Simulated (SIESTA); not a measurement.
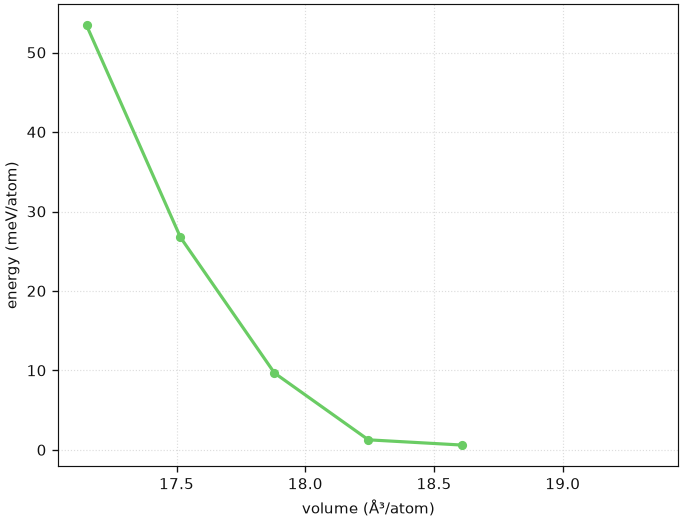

Plotted: energy against volume for WS₂, space group P6_3/mmc (No. 194).

Starting cell:
```cif
data_structure
_symmetry_space_group_name_H-M 'P 1'
_symmetry_Int_Tables_number 1
_cell_length_a 3.1800
_cell_length_b 3.1800
_cell_length_c 12.5000
_cell_angle_alpha 90.000
_cell_angle_beta 90.000
_cell_angle_gamma 120.000
_cell_volume 109.47
loop_
_atom_site_label
_atom_site_type_symbol
_atom_site_fract_x
_atom_site_fract_y
_atom_site_fract_z
_atom_site_occupancy
W1 W 0.66667 0.33333 0.75000 1
W2 W 0.33333 0.66667 0.25000 1
S1 S 0.66667 0.33333 0.37500 1
S2 S 0.33333 0.66667 0.87500 1
S3 S 0.66667 0.33333 0.12500 1
S4 S 0.33333 0.66667 0.62500 1
```

Calculation (SIESTA 5.4.2): DFT in numerical atomic orbitals with pseudopotentials, no spin polarisation; energies at scaled volumes of the given cell, shape and fractions fixed, counted from the fit's minimum, third-order Birch-Murnaghan fit. Level: vdW-DF-cx.

k mesh 7×7×2; occupations Fermi–Dirac; smearing width 0.05 eV; potentials PseudoDojo 0.4 standard, converted to PSML; program settings basis DZP, mesh cutoff 800 Ry.

The points at volume 18.97 Å³/atom and 19.34 Å³/atom are left out of the plot. What values does the calculation give there?

| volume (Å³/atom) | energy (meV/atom) |
| --- | --- |
| 18.97 | 6.96 |
| 19.34 | 19.56 |

Caveats: short basis over semicore shells; shape and atomic fractions are frozen while scaling, which makes layered, chain and framework solids too stiff.
